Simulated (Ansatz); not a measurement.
## Electronic structure of SiO2 in real space

Input file:

```
crystal:
  lattice:
    - [-2.837898, 2.837898, 5.66021]
    - [2.837898, -2.837898, 5.66021]
    - [2.837898, 2.837898, -5.66021]
  atoms:
    - { symbol: Si, position: [0.875, 0.263618, 0.888618] }
    - { symbol: Si, position: [0.013618, 0.625, 0.888618] }
    - { symbol: Si, position: [0.736382, 0.125, 0.111382] }
    - { symbol: Si, position: [0.375, 0.986382, 0.111382] }
    - { symbol: O, position: [0.633727, 0.133727, 0.5] }
    - { symbol: O, position: [0.467877, 0.967877, 0.935754] }
    - { symbol: O, position: [0.032123, 0.532123, 0.064246] }
    - { symbol: O, position: [0.116273, 0.116273, 0.0] }
    - { symbol: O, position: [0.883727, 0.883727, 0.0] }
    - { symbol: O, position: [0.866273, 0.366273, 0.5] }
    - { symbol: O, position: [0.282123, 0.717877, 0.0] }
    - { symbol: O, position: [0.717877, 0.282123, 0.0] }
hamiltonian:
  xc: pbe
  pseudopotentials: { kind: paw }
kpoints:
  mp_grid: { grid: [7, 7, 7] }
scf:
  occupations: { method: fermi_dirac, width: 0.05 }
basis:
  ecutwfc: "500 eV"
output:
  forces: true
  stress: true
  eigenvalues: true
  write_density: true
  write_potential: true
  elf: true
  volumetric_format: npy
```

Run with:

```sh
ansatz run input.yaml --threads 4 --pin off --max-ram 11264MiB --backend cpu --events-out ev --progress --plain --runs-dir out
```

Below, planes, directions and counts refer to the conventional cell (a = 5.68 Å, b = 5.68 Å, c = 11.32 Å, α = 90.00°, β = 90.00°, γ = 90.00°).

Space group I4₁22; a structure from a database of computed crystals, not necessarily the ambient phase.

Method: Ansatz, Kohn-Sham DFT of a periodic cell, PBE, Ansatz PAW.

Core electrons are frozen (PAW), and the valence fields are smoothed inside the atomic spheres.

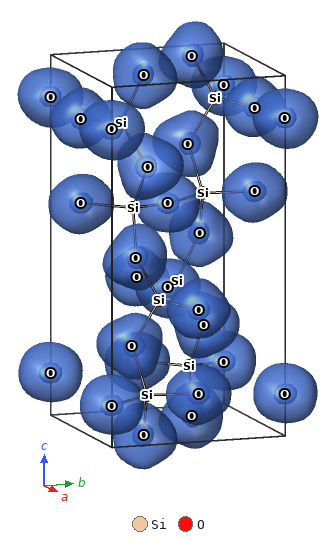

Figure 1. Isosurface of the ELF at 0.65 (blue), seen slightly off an axis. Core shells and regions of very low density are left out. Sticks mark near contacts.

Describe the localisation domains.

Answer. At this value the surface marks out 16 regions on O in which the atom's valence shell and bonds are merged, counted in one cell of 24 atoms. Any copies at cell faces, edges or corners count once. Along the contacts the grid gives the following. Si–O (1.63 Å): the ELF peaks at about 0.85 between the atoms: a short, strongly polar bond.

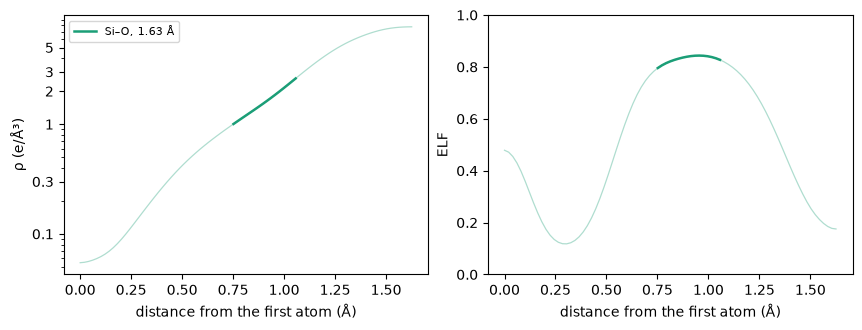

Figure 2. Valence pseudo-density and electron localisation function along straight lines between neighbouring atoms. Thin, pale parts lie inside the atomic spheres.

What can be read from the curves?

Answer. Si–O (1.63 Å): ρ at the midpoint is about 1.2 e/Å³; the ELF peaks at about 0.85 between the atoms (a polar covalent bond).

Does the calculation make it a metal, or give it a gap?

Answer. It is gapped, with a Kohn–Sham gap of 4.8 eV on the k-point mesh, an upper bound to the gap of this method.
